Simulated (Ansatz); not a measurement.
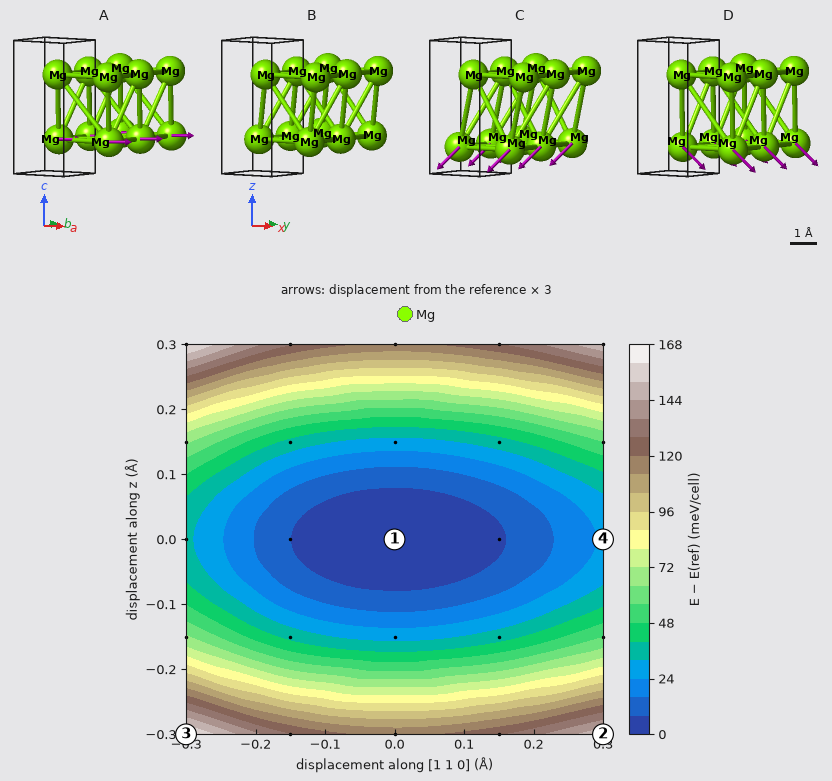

Energy scan for crystalline Mg (P6_3/mmc), in which a Mg atom (one in each cell of 2 atoms) is moved over the plane of the Cartesian directions [1 1 0] and z, all else fixed. The map is interpolated between the computed points (dots). The frames are shuffled; each belongs to one numbered point. A ball-and-stick model of the cell of the calculation, repeated 2 × 3 × 1 with one cell outlined, seen nearly along the normal of the scanned plane. Purple arrows: displacements from the reference.

Computed with Ansatz 0.2.0, DFT PBEsol, scalar-relativistic, plane waves, PAW. Settings: plane-wave cutoff 420 eV; k-point mesh 18 × 18 × 10; occupations gaussian; smearing width 0.15 eV; no spin polarisation. Energies (free energies at the smearing named) are counted from the cell as listed in its source, which wasn't relaxed.

**Which frame belongs to which numbered point?**

Point 1 is frame B, at (0.00, 0.00) and 0.0 meV/cell; 2 is frame D, at (0.30, −0.30) and 150.0 meV/cell; 3 is frame C, at (−0.30, −0.30) and 161.2 meV/cell; 4 is frame A, at (0.30, 0.00) and 25.1 meV/cell. In pairs of (displacement along [1 1 0] (Å); displacement along z (Å)): the lowest computed point lies at (0.00, 0.00) (0.0 meV/cell), the highest at (−0.30, −0.30), (−0.30, 0.30) (161.2 meV/cell).  Over the ranges scanned the energy rises more along the second axis, the displacement along z.
